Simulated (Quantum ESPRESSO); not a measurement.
# BP (F-43m): modes at Γ and the response to a field, part 2 of 5

Aim: the zone-centre modes of BP (F-43m).

Quantum ESPRESSO 7.5; DFT PBE, scalar-relativistic, plane waves, GBRV ultrasoft pseudopotentials.

So far. Step 2 (A first look): A gap of 1.3 eV opens on this mesh, so the crystal is taken as an insulator; the start stands at 1.0 GPa. Step 4 (Ground state): The cell stands at 0.022 GPa, close enough for phonons.

### Step 5. Linear response at Γ

At q = 0 one unit cell holds all displacements; symmetry groups them into irreducible representations that are solved one by one. The response to a field gives ε∞ and the Born charges, which polar modes need.

Input file ph.in:

```
phonons
 &inputph
    prefix='x',
    outdir='./tmp',
    fildyn='g.dyn',
    tr2_ph=1.0d-18,
    epsil=.true.,
 /
0.000000000000 0.000000000000 0.000000000000
```

Run with:

```sh
$ OMP_NUM_THREADS=1 mpirun -n 4 ph.x -nk 4 -in ph.in > ph.out
```

Log:

```text
[banners, grids, parts of the stress and lines that vanish by symmetry left out]
[banner, memory and clock lines left out]
Program PHONON v.7.5

     ./tmp/x.save/

     IMPORTANT: XC functional enforced from input :
     Exchange-correlation= PBE
                           (   1   4   3   4   0   0   0)
     Any further DFT definition will be discarded
     Please, verify this is what you really want

     G-vector sticks info

     Reading collected, re-writing distributed wavefunctions in ./tmp/

     Number and degeneracy of irreps per q-point
       N         xq(1)         xq(2)         xq(3)   N irreps
       1   0.000000000   0.000000000   0.000000000       2
        3   3

     Calculation of q =    0.0000000   0.0000000   0.0000000

     phonons

     bravais-lattice index     =            0
     lattice parameter (alat)  =       6.0746  a.u.
     unit-cell volume          =     158.5053 (a.u.)^3
     number of atoms/cell      =            2
     number of atomic types    =            2
     kinetic-energy cut-off    =      50.0000  Ry
     charge density cut-off    =     400.0000  Ry
     convergence threshold     =      1.0E-18
     beta                      =       0.7000
     number of iterations used =            4
     Exchange-correlation= PBE
                           (   1   4   3   4   0   0   0)

     celldm(1)=    6.07463  celldm(2)=    0.00000  celldm(3)=    0.00000
     celldm(4)=    0.00000  celldm(5)=    0.00000  celldm(6)=    0.00000

     crystal axes: (cart. coord. in units of alat)
               a(1) = ( -0.7071  0.0000  0.7071 )
               a(2) = (  0.0000  0.7071  0.7071 )
               a(3) = ( -0.7071  0.7071  0.0000 )

     reciprocal axes: (cart. coord. in units 2 pi/alat)
               b(1) = ( -0.7071 -0.7071  0.7071 )
               b(2) = (  0.7071  0.7071  0.7071 )
               b(3) = ( -0.7071  0.7071 -0.7071 )

     Atoms inside the unit cell:

     Cartesian axes

     site n.  atom      mass           positions (alat units)
        1  B      10.8100   tau(    1) = (    0.00000    0.00000    0.00000  )
        2  P      30.9738   tau(    2) = (   -0.35355    0.35355    0.35355  )

     Computing dynamical matrix for
                    q = (   0.0000000   0.0000000   0.0000000 )

     25 Sym.Ops. (with q -> -q+G )

     G cutoff =  373.8862  (  21547 G-vectors)     FFT grid: ( 40, 40, 40)
     G cutoff =  186.9431  (   7631 G-vectors)  smooth grid: ( 27, 27, 27)
     number of k points=    72
                       cart. coord. in units 2pi/alat
        k(    1) = (   0.0000000   0.0000000   0.0000000), wk =   0.0011574
        k(    2) = (  -0.0589256   0.0589256  -0.0589256), wk =   0.0092593
        k(    3) = (  -0.1178511   0.1178511  -0.1178511), wk =   0.0092593
        [... further k-points left out ...]

     PseudoPot. # 1 for B  read from file:
     ./pseudo/B.upf
     Pseudo is Ultrasoft + core correction, Zval =  3.0
     Using radial grid of  781 points,  4 beta functions with:
                l(1) =   0
                l(2) =   0
                l(3) =   1
                l(4) =   1
     Q(r) pseudized with  8 coefficients,  rinner =    1.100   1.100   1.100

     PseudoPot. # 2 for P  read from file:
     ./pseudo/P.upf
     Pseudo is Ultrasoft + core correction, Zval =  5.0
     Using radial grid of  903 points,  6 beta functions with:
                l(1) =   0
                l(2) =   0
                l(3) =   1
                l(4) =   1
                l(5) =   2
                l(6) =   2
     Q(r) pseudized with  8 coefficients,  rinner =    1.300   1.300   1.300
                                                       1.300   1.300

     Mode symmetry, T_d (-43m)  point group:

     Electric field:
     Dielectric constant
     Born effective charges as d Force / d E

     Atomic displacements:
     There are    2 irreducible representations

     Representation     1      3 modes -  To be done

     Representation     2      3 modes -  To be done

     Alpha used in Ewald sum =   2.8000

     Electric Fields Calculation

      iter #   1   av.it.:   6.0
      thresh= 1.000E-02 alpha_mix =  0.700 |ddv_scf|^2 =  7.550E-08

      iter #   2   av.it.:  13.6
      thresh= 2.748E-05 alpha_mix =  0.700 |ddv_scf|^2 =  2.226E-09

      iter #   3   av.it.:  13.0
      thresh= 4.718E-06 alpha_mix =  0.700 |ddv_scf|^2 =  1.808E-10

      iter #   4   av.it.:  12.9
      thresh= 1.345E-06 alpha_mix =  0.700 |ddv_scf|^2 =  7.891E-13

      iter #   5   av.it.:  12.9
      thresh= 8.883E-08 alpha_mix =  0.700 |ddv_scf|^2 =  2.493E-14

      iter #   6   av.it.:  13.1
      thresh= 1.579E-08 alpha_mix =  0.700 |ddv_scf|^2 =  9.643E-17

      iter #   7   av.it.:  13.0
      thresh= 9.820E-10 alpha_mix =  0.700 |ddv_scf|^2 =  3.611E-18

      iter #   8   av.it.:  13.1
      thresh= 1.900E-10 alpha_mix =  0.700 |ddv_scf|^2 =  5.880E-20

     End of electric fields calculation

          Dielectric constant in cartesian axis

          (       9.177317628      -0.000000000      -0.000000000 )
          (      -0.000000000       9.177317628       0.000000000 )
          (      -0.000000000       0.000000000       9.177317628 )

          Effective charges (d Force / dE) in cartesian axis without acoustic sum rule applied (asr)

           atom    1  B     Mean Z*:       -0.49383
      Ex  (       -0.49383        0.00000        0.00000 )
      Ey  (        0.00000       -0.49383       -0.00000 )
      Ez  (        0.00000       -0.00000       -0.49383 )
           atom    2  P     Mean Z*:        0.48999
      Ex  (        0.48999       -0.00000       -0.00000 )
      Ey  (        0.00000        0.48999       -0.00000 )
      Ez  (       -0.00000        0.00000        0.48999 )

          Effective charges Sum: Mean:       -0.00383
             -0.00383        0.00000       -0.00000
              0.00000       -0.00383       -0.00000
             -0.00000       -0.00000       -0.00383

          Effective charges (d Force / dE) in cartesian axis with asr applied:
           atom    1  B     Mean Z*:       -0.49191
      E*x (       -0.49191        0.00000        0.00000 )
      E*y (        0.00000       -0.49191       -0.00000 )
      E*z (        0.00000       -0.00000       -0.49191 )
           atom    2  P     Mean Z*:        0.49191
      E*x (        0.49191       -0.00000       -0.00000 )
      E*y (       -0.00000        0.49191        0.00000 )
      E*z (       -0.00000        0.00000        0.49191 )

     Representation #   1 modes #   1   2   3

     Self-consistent Calculation

      iter #   1   av.it.:   6.7
      thresh= 1.000E-02 alpha_mix =  0.700 |ddv_scf|^2 =  3.173E-08

      iter #   2   av.it.:  13.9
      thresh= 1.781E-05 alpha_mix =  0.700 |ddv_scf|^2 =  1.525E-09

      iter #   3   av.it.:  13.3
      thresh= 3.906E-06 alpha_mix =  0.700 |ddv_scf|^2 =  9.151E-11

      iter #   4   av.it.:  13.3
      thresh= 9.566E-07 alpha_mix =  0.700 |ddv_scf|^2 =  1.080E-13

      iter #   5   av.it.:  13.6
      thresh= 3.286E-08 alpha_mix =  0.700 |ddv_scf|^2 =  7.306E-15

      iter #   6   av.it.:  13.7
      thresh= 8.547E-09 alpha_mix =  0.700 |ddv_scf|^2 =  3.198E-17

[...]
End of self-consistent calculation

     Convergence has been achieved

     Representation #   2 modes #   4   5   6

     Self-consistent Calculation

[...]
iter #   2   av.it.:  13.4
      thresh= 1.892E-05 alpha_mix =  0.700 |ddv_scf|^2 =  1.244E-09

      iter #   3   av.it.:  12.6
      thresh= 3.526E-06 alpha_mix =  0.700 |ddv_scf|^2 =  8.315E-11

      iter #   4   av.it.:  11.7
      thresh= 9.119E-07 alpha_mix =  0.700 |ddv_scf|^2 =  8.370E-14

      iter #   5   av.it.:  13.8
      thresh= 2.893E-08 alpha_mix =  0.700 |ddv_scf|^2 =  6.086E-15

      iter #   6   av.it.:  13.1
      thresh= 7.802E-09 alpha_mix =  0.700 |ddv_scf|^2 =  1.438E-17

      iter #   7   av.it.:  13.7
      thresh= 3.793E-10 alpha_mix =  0.700 |ddv_scf|^2 =  1.059E-18

      iter #   8   av.it.:  13.9
      thresh= 1.029E-10 alpha_mix =  0.700 |ddv_scf|^2 =  1.043E-20

     End of self-consistent calculation

     Convergence has been achieved

     Number of q in the star =    1
     List of q in the star:
          1   0.000000000   0.000000000   0.000000000

          Dielectric constant in cartesian axis

          (       9.177317628      -0.000000000      -0.000000000 )
          (      -0.000000000       9.177317628       0.000000000 )
          (      -0.000000000       0.000000000       9.177317628 )

          Effective charges (d Force / dE) in cartesian axis without acoustic sum rule applied (asr)

           atom    1  B     Mean Z*:       -0.49383
      Ex  (       -0.49383        0.00000        0.00000 )
      Ey  (        0.00000       -0.49383       -0.00000 )
      Ez  (        0.00000       -0.00000       -0.49383 )
           atom    2  P     Mean Z*:        0.48999
      Ex  (        0.48999       -0.00000       -0.00000 )
      Ey  (        0.00000        0.48999       -0.00000 )
      Ez  (       -0.00000        0.00000        0.48999 )

          Effective charges Sum: Mean:       -0.00383
             -0.00383        0.00000       -0.00000
              0.00000       -0.00383       -0.00000
             -0.00000       -0.00000       -0.00383

          Effective charges (d Force / dE) in cartesian axis with asr applied:
           atom    1  B     Mean Z*:       -0.49191
      E*x (       -0.49191        0.00000        0.00000 )
      E*y (        0.00000       -0.49191       -0.00000 )
      E*z (        0.00000       -0.00000       -0.49191 )
           atom    2  P     Mean Z*:        0.49191
      E*x (        0.49191       -0.00000       -0.00000 )
      E*y (       -0.00000        0.49191        0.00000 )
      E*z (       -0.00000        0.00000        0.49191 )

     Diagonalizing the dynamical matrix

     q = (    0.000000000   0.000000000   0.000000000 )

 **************************************************************************
     freq (    1) =       0.042909 [THz] =       1.431299 [cm-1]
     freq (    2) =       0.042909 [THz] =       1.431299 [cm-1]
     freq (    3) =       0.042909 [THz] =       1.431299 [cm-1]
     freq (    4) =      23.986510 [THz] =     800.103838 [cm-1]
     freq (    5) =      23.986510 [THz] =     800.103838 [cm-1]
     freq (    6) =      23.986510 [THz] =     800.103838 [cm-1]
 **************************************************************************

     Mode symmetry, T_d (-43m)  point group:

     freq (   1-   3) =          1.4  [cm-1]   --> T_2  G_15 P_4   I+R
     freq (   4-   6) =        800.1  [cm-1]   --> T_2  G_15 P_4   I+R
```

Run time: 60 s. Hardware: 4 MPI ranks of Arm Neoverse V1, shared host.

This step gave:

```yaml
miss_of_the_charge_sum_rule: 0.003840 e
largest_acoustic_frequency_at_the_zone_centre_before_the_sum_rule: 1.43 cm⁻¹
highest_optical_zone_centre_mode_no_lo_to_term: 800.1 cm⁻¹
lowest_optical_zone_centre_mode: 800.1 cm⁻¹
mean_high_frequency_dielectric_constant: 9.177
largest_born_charge_in_size_third_of_the_trace: 0.4938 e
```

Born charge (rows field, columns displacement), before the sum rule (e), principal values of the symmetric part by kind of site:

| atom | atoms with these values | low | middle | high | mean |
| --- | --- | --- | --- | --- | --- |
| B1 | 1 | -0.4938 | -0.4938 | -0.4938 | -0.4938 |
| P2 | 1 | 0.4900 | 0.4900 | 0.4900 | 0.4900 |

In full for P2:

```
0.4900 0.0000 0.0000
0.0000 0.4900 0.0000
0.0000 0.0000 0.4900
```

High-frequency dielectric tensor:

```
9.18 0.00 0.00
0.00 9.18 0.00
0.00 0.00 9.18
```

The acoustic modes at Γ come out as far as 1.4 cm⁻¹ from zero, where they should vanish, a small numerical error; the Born charges miss their sum rule by 0.0038 e, which is good.

### Step 6. Zone-centre analysis

A rigid shift of the crystal must cost nothing, but grids and finite bases break this; the acoustic sum rule is imposed before the matrix is diagonalised again. With Born charges the intensities follow, and the static dielectric tensor.

Input file dynmat.in:

```
 &input
    fildyn='g.dyn',
    asr='simple',
    fileig='dynmat.eig',
    lperm=.true.,
 /
```

Run with:

```sh
$ dynmat.x -in dynmat.in > dynmat.out
```

Log:

```text
[banner, memory and clock lines left out]
Program DYNMAT v.7.5

     Reading Dynamical Matrix from file g.dyn
     ...Force constants read
     ...epsilon and Z* read
     A direction for q was not specified:TO-LO splitting will be absent

     Polarizability (A^3 units)
     multiply by 0.268401 for Clausius-Mossotti correction
        15.284389   -0.000000   -0.000000
        -0.000000   15.284389    0.000000
        -0.000000    0.000000   15.284389

     IR activities are in (D/A)^2/amu units

# mode   [cm-1]    [THz]      IR
    1     -0.00   -0.0000    0.0000
    2     -0.00   -0.0000    0.0000
    3      0.00    0.0000    0.0000
    4    800.10   23.9864    0.6967
    5    800.10   23.9864    0.6967
    6    800.10   23.9864    0.6967

Electronic dielectric permittivity tensor (relative, adimensional)
         9.177318   -0.000000   -0.000000
        -0.000000    9.177318    0.000000
        -0.000000    0.000000    9.177318

 ... with zone-center polar mode contributions
         9.276138   -0.000000    0.000000
        -0.000000    9.276138   -0.000000
         0.000000   -0.000000    9.276138
```

It took 0.47 s on 1 thread.

Numbers from this step:

| Quantity | Value |
| --- | --- |
| mean static dielectric constant | 9.276 |

Unit eigenvectors of the mass-weighted matrix after the sum rule; no LO-TO term. Modes at Γ, with each element's share of the kinetic energy:

| mode | frequency (cm⁻¹) | symmetry | B % | P % |
| --- | --- | --- | --- | --- |
| 1 | 0.0 | acoustic | 26 | 74 |
| 2 | 0.0 | acoustic | 26 | 74 |
| 3 | 0.0 | acoustic | 26 | 74 |
| 4 | 800.1 | T2 | 74 | 26 |
| 5 | 800.1 | T2 | 74 | 26 |
| 6 | 800.1 | T2 | 74 | 26 |

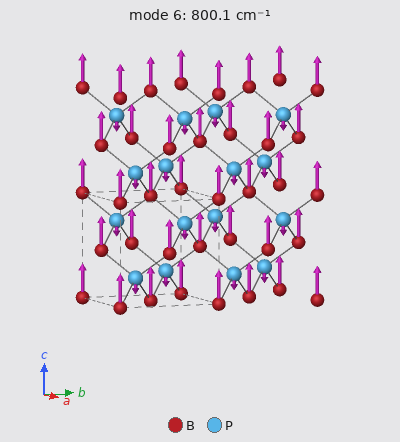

Displacement patterns of mode 6 at Γ; arrows are exaggerated. Bonds to atoms that aren't drawn are left out. 1×2×2 conventional cells are drawn. Some periodic images of atoms are drawn too.

Degenerate modes summed, no LO-TO term. Infrared lines, with heights relative to the strongest:

| position (cm⁻¹) | lines merged | label | IR intensity, relative |
| --- | --- | --- | --- |
| 800 | 3 | T2 | 100 |

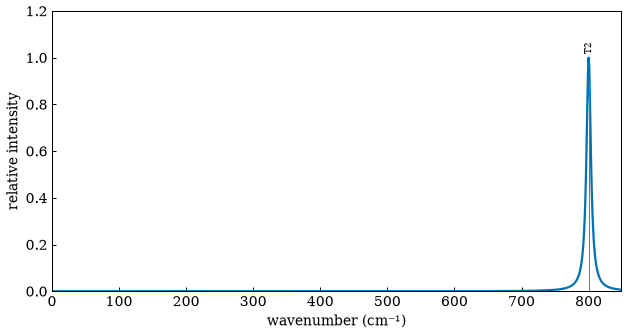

The infrared spectrum, broadened with Lorentzians of width 8 cm⁻¹; bars mark the lines.

Static dielectric tensor (ions relaxed, fixed cell):

```
9.28 0.00 0.00
0.00 9.28 0.00
0.00 0.00 9.28
```

The rule moves no optical mode by more than 0.1 cm⁻¹.

(Continued in part 3 of 5.)

[Host names and launcher messages were left out of these logs when they were recorded.]

[Logs are printed without paths, hosts, clocks, repeated set-up lines and the standing remarks that a program may print on its own settings, such as how far it seeks lower states.]

[Hosts, paths, dates, database ids (printed as entryN), source tags and the programs' standing remarks are cut or masked in the printed files.]
